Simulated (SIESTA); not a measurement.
**A series of single points on PtSe2**

System: PtSe2 (3 atoms in the cell).
Method: Kohn-Sham DFT of a periodic cell, PBEsol, PseudoDojo 0.4 standard, converted to PSML, no spin polarisation (SIESTA 5.4.2).

The 7 runs differ only in the geometry, by an even scaling of the cell at fixed fractional positions. The structure derives from an entry of the Crystallography Open Database.

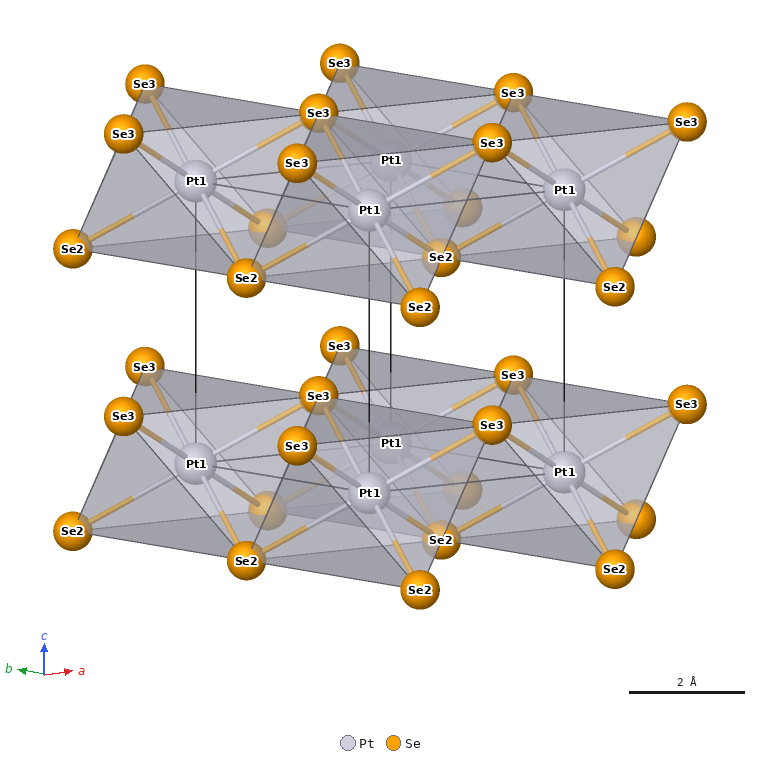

Figure 1. The structure of run 4 (polyhedral view of the cell of the calculation, seen at an oblique angle; polyhedra are completed across the faces of the cell; atoms are numbered from 1 in the order of the input). An atom can appear more than once, as a periodic image.

## Input of run 4
```
SystemName                      Sudovikovite
SystemLabel                     PtSe2
NumberOfSpecies                 2
NumberOfAtoms                   3
%block ChemicalSpeciesLabel
  1  78 Pt
  2  34 Se
%endblock ChemicalSpeciesLabel

LatticeConstant                 1.0 Ang
%block LatticeVectors
     3.7240000000     0.0000000000     0.0000000000
    -1.8620000000     3.2250786037     0.0000000000
     0.0000000000     0.0000000000     5.0620000000
%endblock LatticeVectors
AtomicCoordinatesFormat         Fractional
%block AtomicCoordinatesAndAtomicSpecies
     0.0000000000     0.0000000000     0.0000000000  1  Pt
     0.6666666667     0.3333333333     0.7500000000  2  Se
     0.3333333333     0.6666666667     0.2500000000  2  Se
%endblock AtomicCoordinatesAndAtomicSpecies

%block kgrid.MonkhorstPack
    8   0   0  0.0
    0   8   0  0.0
    0   0   5  0.0
%endblock kgrid.MonkhorstPack
XC.Functional                   GGA
XC.Authors                      PBEsol
PAO.BasisSize                   DZP
PAO.EnergyShift                 0.003 Ry
Mesh.Cutoff                     800 Ry
OccupationFunction              FD
ElectronicTemperature           0.05 eV
MaxSCFIterations                120
SCF.MustConverge                false
SCF.Mixer.Method                Pulay
SCF.Mixer.Weight                0.25
SCF.Mixer.History               8
SCF.DM.Tolerance                5.0e-05
SCF.H.Tolerance                 1.0e-03 eV
WriteForces                     true
Charge.Mulliken                 end
%block PAO.Basis
  Pt 5
  n=5 0 2
    2.732 0.000
  n=6 0 2
    7.268 0.000
  n=5 1 2
    3.260 0.000
  n=6 1 1
    7.268
  n=5 2 2
    5.669 0.000
  Se 4
  n=4 0 2
    5.129 0.000
  n=4 1 2
    6.708 0.000
  n=3 2 2
    2.662 0.000
  n=4 2 1
    6.708
%endblock PAO.Basis
```

Command:
```bash
siesta < PtSe2.fdf > PtSe2.out 2>&1
```

Run 2 differs from it as follows:
```diff
-     3.7240000000     0.0000000000     0.0000000000
-    -1.8620000000     3.2250786037     0.0000000000
-     0.0000000000     0.0000000000     5.0620000000
+     3.6736695059     0.0000000000     0.0000000000
+    -1.8368347530     3.1814911172     0.0000000000
+     0.0000000000     0.0000000000     4.9935862081
```

## Results, with one run withheld

| run | volume per atom (Å³) | free energy per atom, from the lowest run given (meV) | pressure (GPa) |
| --- | --- | --- | --- |
| 1 | 19.049 | 107.08 | 17.47 |
| 2 | 19.455 | ? | ? |
| 3 | 19.860 | 39.10 | 9.78 |
| 4 | 20.265 | 18.59 | 6.53 |
| 5 | 20.671 | 5.84 | 3.61 |
| 6 | 21.076 | 0.00 | 1.04 |
| 7 | 21.481 | 0.32 | −1.27 |

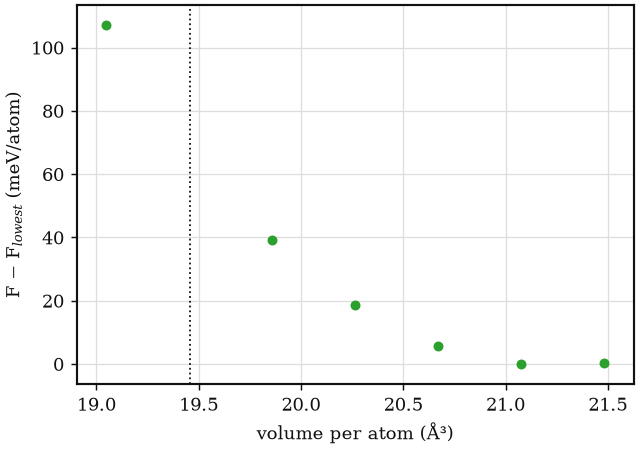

Figure 2. Free energy per atom of the runs given; the dotted line marks run 2.

Fit the runs given and predict run 2.

A cubic polynomial in V^(−2/3) (the Birch–Murnaghan form), fitted to the 6 runs given, misses them by at most 0.02 meV per atom. With x = V^(−2/3) − 0.13406 Å⁻², it reads F = 14.498 + 8132.6 x + 1.1094e+06 x² + 3.4515e+06 x³ (meV per atom). At run 2 it gives 68.20 meV per atom, and the run itself gives 68.38. The slope of the fit gives a pressure −dF/dV of 13.36 GPa there, and the run prints 13.44 GPa. The two needn't agree exactly: the fit is approximate, and the printed stress is taken on a finite basis. The fit has its minimum at 21.254 Å³ per atom, where V d²F/dV² gives 122 GPa. Cell shape and fractional positions are held, so this is the stiffness under even scaling; the relaxed bulk modulus wasn't computed and can be far lower in a crystal of layers, chains or molecules like this one.

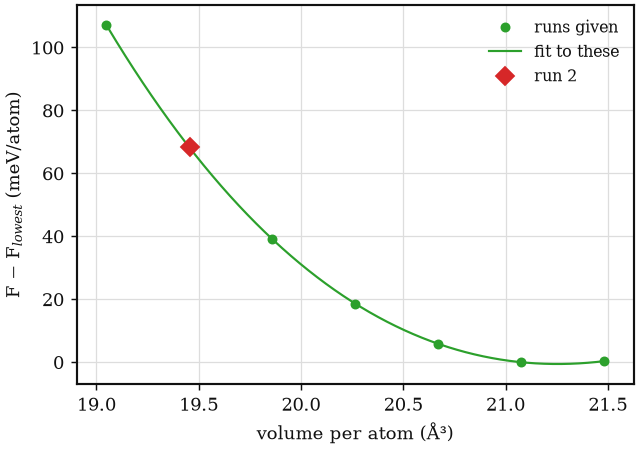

Figure 3. The fit and the withheld run.

## Some lines of the output (run 2)
```
[...]
outcell: Cell volume (Ang**3)        :     58.3638
stepf: Fermi-Dirac step function
siesta: Etot    =    -10133.148606
siesta: FreeEng =    -10133.148608
        iscf     Eharris(eV)        E_KS(eV)     FreeEng(eV)     dDmax    Ef(eV) dHmax(eV)
siesta: E_KS(eV) =           -10142.9003
siesta: E_KS - E_eggbox =    -10142.9003
siesta: Etot    =    -10142.900256
siesta: FreeEng =    -10142.906715
siesta:         Fermi =      -3.515362
siesta: Cell volume =         58.363772 Ang**3
    Orbital volume contribution        =           2.283938 eV
```

Notes: Points of doubt noted for this run: mulliken charges of long orbitals. Spin–orbit coupling is left out, which matters for Pt. With a small basis of atomic orbitals these values can differ much from converged plane-wave results.
